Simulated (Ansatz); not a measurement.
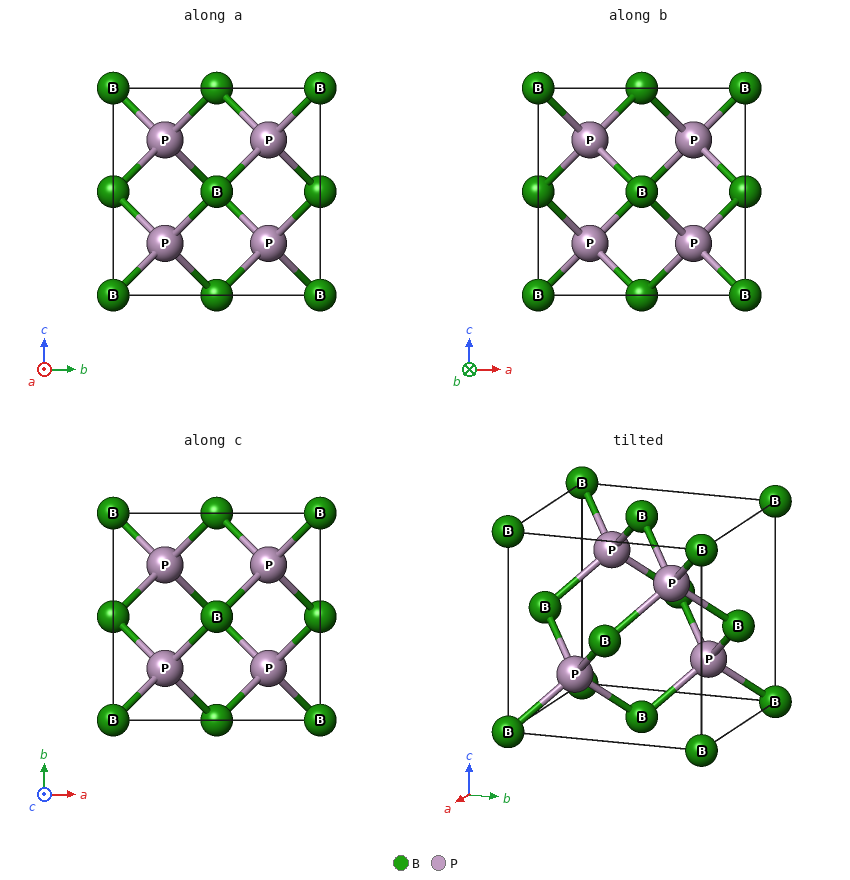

Crystal structure, ball-and-stick style, seen along the a axis, along the b axis, along the c axis and slightly off an axis. Atoms at the boundary of the conventional unit cell (the box) are drawn once for each face, edge or corner they touch.

Lattice parameters: a = 4.718 Å, b = 4.718 Å, c = 4.718 Å, α = 90.00°, β = 90.00°, γ = 90.00°. Put a along x and b in the xy plane.

> Transcribe the picture into a POSCAR file.

```
B P
1.0
     4.718    0.000    0.000
     0.000    4.718    0.000
     0.000    0.000    4.718
B P
4 4
Direct
  0.0000 0.0000 0.0000
  0.0000 0.5000 0.5000
  0.5000 0.0000 0.5000
  0.5000 0.5000 0.0000
  0.2500 0.2500 0.7500
  0.2500 0.7500 0.2500
  0.7500 0.2500 0.2500
  0.7500 0.7500 0.7500
```

Its origin is a structure type filled with these elements by a generator (whether the compound takes this form wasn't checked). Earlier steps of the study may have refined or changed the cell and positions. A calculation with Ansatz used it as input.
